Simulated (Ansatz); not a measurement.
Single-point calculation of C₃H₉N

System: C₃H₉N, SMILES CCCN.
Method: RPA (PBE)/cc-pVDZ, RKS (Ansatz 0.2.0).

A bond length was changed on purpose from its optimised value.

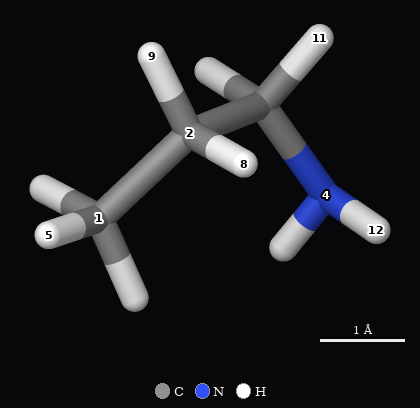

Figure 1. The structure as given in the input (stick view, seen at a tilt; atoms are numbered from 1 in the order of the input). Bond lengths as drawn: C–C 1.52 to 1.53 Å, C–H 1.09 to 1.10 Å, C–N 1.45 Å and H–N 0.86 to 1.01 Å.

## The input
```yaml
basis:
  gaussian:
    orbitals: cc-pVDZ
crystal:
  periodic: [false, false, false]
  atoms:
    - symbol: C
      position_ang: [-1.467159, 0.342403, 0.533061]
    - symbol: C
      position_ang: [-0.387559, -0.668097, 0.186361]
    - symbol: C
      position_ang: [1.009841, -0.061697, 0.090961]
    - symbol: "N"
      position_ang: [1.214741, 0.943103, -0.938139]
    - symbol: H
      position_ang: [-2.448259, -0.130897, 0.611461]
    - symbol: H
      position_ang: [-1.256459, 0.829903, 1.489861]
    - symbol: H
      position_ang: [-1.546159, 1.123803, -0.227639]
    - symbol: H
      position_ang: [-0.628959, -1.156997, -0.765539]
    - symbol: H
      position_ang: [-0.371859, -1.462097, 0.941961]
    - symbol: H
      position_ang: [1.272441, 0.390903, 1.053961]
    - symbol: H
      position_ang: [1.737541, -0.862497, -0.074639]
    - symbol: H
      position_ang: [0.976941, 0.572003, -1.850439]
    - symbol: H
      position_ang: [0.709100, 1.626300, -0.805800]
hamiltonian:
  xc: pbe
correlation:
  method: rpa
```

Launch command:
```bash
ansatz run in.yaml --threads 1 --pin off --max-ram 2610MiB --events-out events.jsonl --progress --plain --runs-dir runs
```

## The program's output
```
Functional definition: PBE
  name "PBE"
  parameter kappa = 0.804
  parameter beta = 0.06672455060314922
  exchange = pbe_x(kappa = kappa, mu = beta*pi^2/3)
  correlation = pbe_c(beta = beta)
914 factors; integrals over basis functions are off by at most 1.1e-3 eV
mean field evaluation 1: about -4726.9484 eV, gradient 7.6e1 eV
mean field evaluation 2: about -4726.9376 eV, gradient 7.6e1 eV
mean field evaluation 4: about -4740.2398 eV, gradient 1.0e1 eV
mean field evaluation 8: about -4740.4991 eV, gradient 3.2e-1 eV
mean field evaluation 16: about -4740.4988 eV, gradient 3.9e-5 eV
mean field -4740.49876035 eV, -174.2101162173 hartree, gradient 3.5e-6 eV, S^2 0.000000; 0 other end points of the search recorded, 0 dependent functions left out
4 core orbitals not correlated: weight in the atoms' cores, before any rotation towards them, 1.000 or more for the frozen orbitals, at most 0.000 for the correlated occupied ones
reference -4714.27209234 eV, -173.2463039452 hartree; 13, 13 occupied and 84, 84 virtual orbitals, 914 factors
Total energy: -4741.67986400 eV, -174.2535209758 hartree
```

## Key numbers

```tsv
quantity	value
outcome	converged
total energy	−174.253521 hartree
SCF energy	−174.210117 hartree
correlation energy	−1.007217 hartree
basis functions	101
SCF solution under orbital rotations	stable
hardware	1 thread of Intel Xeon @ 2.90GHz (Ice Lake), 192 GiB of memory available, shared host
wall time	4.5 s
peak memory	0.16 GiB
```
